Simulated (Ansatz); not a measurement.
# Ti5Si: what the fields show

```cif
data_structure
_symmetry_space_group_name_H-M 'P 1'
_symmetry_Int_Tables_number 1
_cell_length_a 4.4914
_cell_length_b 4.4914
_cell_length_c 5.5337
_cell_angle_alpha 90.000
_cell_angle_beta 90.000
_cell_angle_gamma 120.000
_cell_volume 96.67
loop_
_atom_site_label
_atom_site_type_symbol
_atom_site_fract_x
_atom_site_fract_y
_atom_site_fract_z
_atom_site_occupancy
Ti1 Ti 0.00000 0.00000 0.74547 1
Ti2 Ti 0.00000 0.00000 0.25453 1
Ti3 Ti 0.33333 0.66667 0.00000 1
Ti4 Ti 0.33333 0.66667 0.50000 1
Ti5 Ti 0.66667 0.33333 0.00000 1
Si1 Si 0.66667 0.33333 0.50000 1
```

Space group P-6m2; a structure from a database of computed crystals, not necessarily the ambient phase; computed without spin polarisation.

The calculation used DFT r2SCAN, scalar-relativistic, plane waves, PAW in Ansatz.

In a PAW calculation such maps are meaningful between the atoms, not at the nuclei.

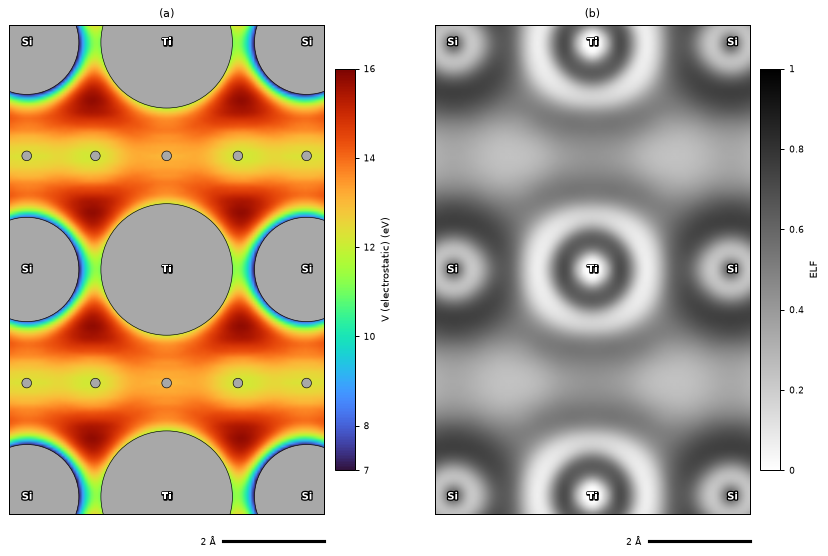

Figure 1. (a) electrostatic potential (local pseudopotential plus Hartree) felt by an electron; (b) electron localisation function on the (11̄0) plane of the conventional cell. Grey discs cover the atomic cores in the potential map.

What do the fields say about this system?

- The section cuts through Ti and Si sites.
- Ti–Si (2.77 Å): the ELF peaks at about 0.65 in the valence shell of Si, 1.0 Å from its nucleus, and is about 0.30 at the midpoint.
- The features right at Ti lie inside the PAW spheres, where the map follows smoothed inner orbitals and isn't to be read closely.
- Outside the cores the potential energy rises away from the atoms and is highest about 1.7 Å from the nearest atoms; its zero is arbitrary.

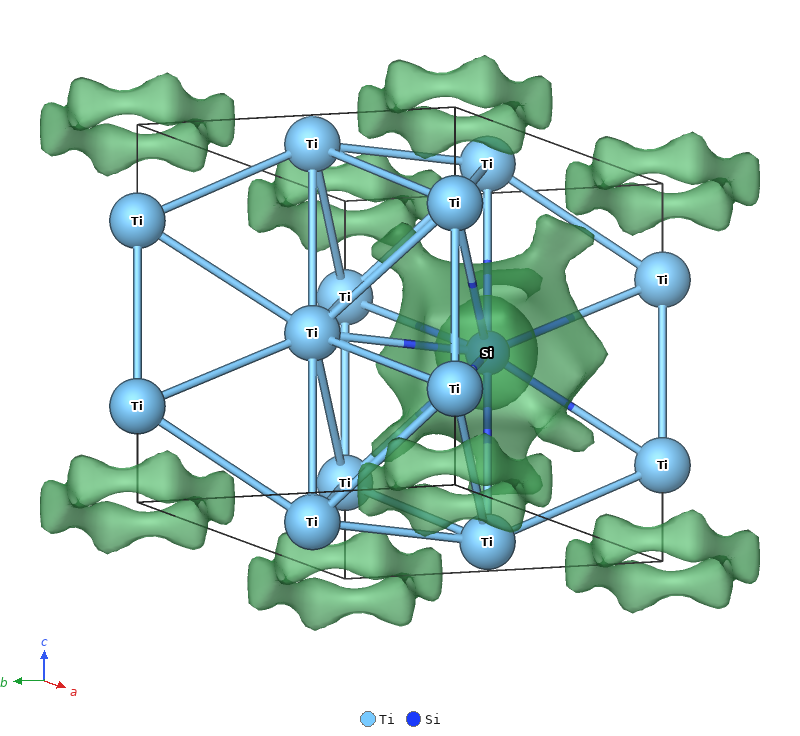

Figure 2. Isosurface of the electron localisation function at 0.6 (green), seen at an oblique angle. Core shells and regions of very low density are left out. Sticks mark near contacts.

Where are the electrons localised?

At this value the surface marks out one region between bonded Ti–Ti atoms and one region wrapped around Si (its valence shell), counted in one cell of 6 atoms. Regions shared between cells count once.


Ti–Ti (2.59 Å): the ELF is about 0.10 at the midpoint; no localised pair shows between them. Ti–Si (2.59 Å): the ELF peaks at about 0.65 in the valence shell of Si, 0.9 Å from its nucleus, and is about 0.30 at the midpoint.

Does the calculation give a band gap?

It is metallic or semimetallic at this level of theory: no gap opens.
